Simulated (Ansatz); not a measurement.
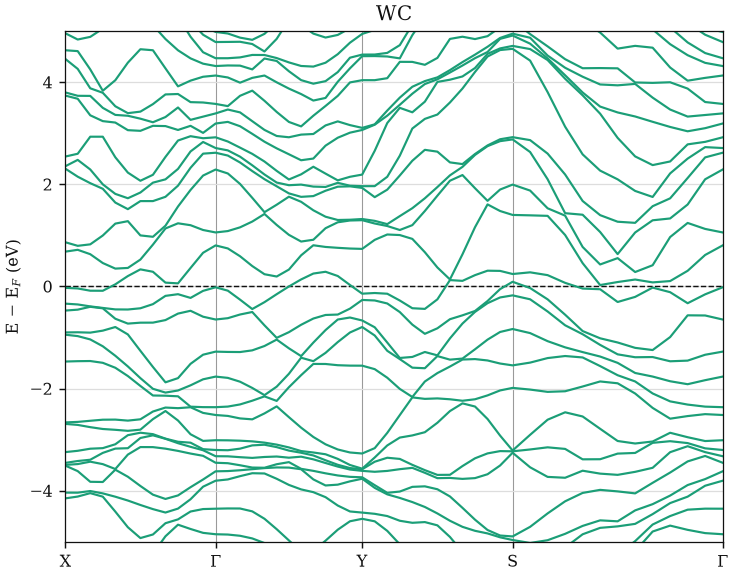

Band structure. Energies are counted from the Fermi level.

System: a (100) slab cut from WC (P-6m2), ended by C above and W below, 8 atoms in the cell.

```yaml
crystal:
  lattice:
    - [2.84708, 0.00000, 0.00000]
    - [0.00000, 2.92177, 0.00000]
    - [0.00000, 0.00000, 24.27787]
  atoms:
    - { symbol: W, position: [0.00000, 0.50000, 0.31211] }
    - { symbol: C, position: [0.50000, 0.50000, 0.37773] }
    - { symbol: W, position: [0.00000, 0.00000, 0.41455] }
    - { symbol: C, position: [0.50000, 0.00000, 0.48312] }
    - { symbol: W, position: [0.00000, 0.50000, 0.51813] }
    - { symbol: C, position: [0.50000, 0.50000, 0.58695] }
    - { symbol: W, position: [0.00000, 0.00000, 0.62495] }
    - { symbol: C, position: [0.50000, 0.00000, 0.68246] }
```

Method: DFT PBE, scalar-relativistic, plane waves, PAW, no spin polarisation, 12×12×1 k mesh, Gaussian smearing of 0.1 eV (Ansatz).

Q: Does this material conduct, going by its bands?

A: A metal: bands cross the Fermi level along this path.

Q: By band count a gap could open at this filling. What closes it?

A: The last band that the electron count would fill rises to 0.31 eV above the Fermi level between Y and S, leaving holes there, and the next band dips to 0.09 eV below it between X and Γ, holding electrons: an overlap of 0.39 eV.

Q: Which levels at Y lie nearest to the Fermi level?

A: At Y the nearest levels lie 0.14 eV below and 0.73 eV above the Fermi level.

Q: On which lines of the path do bands cross the Fermi level?

A: Bands cross the Fermi level on every line of the path.

Spin-orbit coupling is left out, which matters for W.
